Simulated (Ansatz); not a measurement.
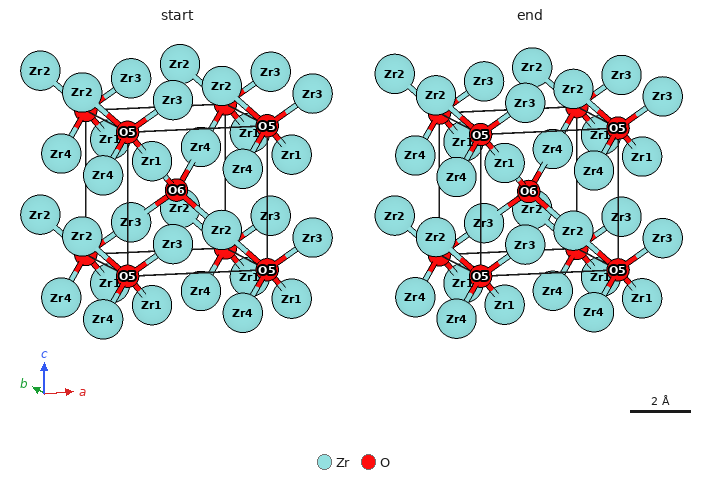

The structure of solid Zr₂O (set up in Pn-3m) before (left) and after (right) a relaxation, at one scale.

A ball-and-stick model of the cell of the calculation, seen slightly off an axis.

Theory: Ansatz, DFT PBEsol, scalar-relativistic, plane waves, PAW. Set-up: plane-wave cutoff 420 eV; k-point mesh 8 × 8 × 8; occupations gaussian; smearing width 0.1 eV; no spin polarisation; cell and atoms relaxed; force threshold 0.005 eV/Å; at most 80 steps.

> Describe what moved and what it gained.

The energy falls by 17.6 meV per atom in 4 accepted moves (6 points after the start). All forces vanish by symmetry, so only the cell relaxes. Pressure: −6.08 GPa at the start and 0.00 GPa at the end. At 2 points the geometry stayed and the basis and grid were re-selected for the new cell (energy shift of 1.0 meV per atom at most each time). The atoms keep their places relative to the cell (all moves are under 0.005 Å). Cell: a = b = c 4.876 → 4.800 Å (−1.6 %). Volume −4.6 %. Near-neighbour distances that change, for instance: Zr1–Zr2 3.448 → 3.394 Å, Zr1–O5 2.112 → 2.079 Å. The space group stays Pn-3m (No. 224).
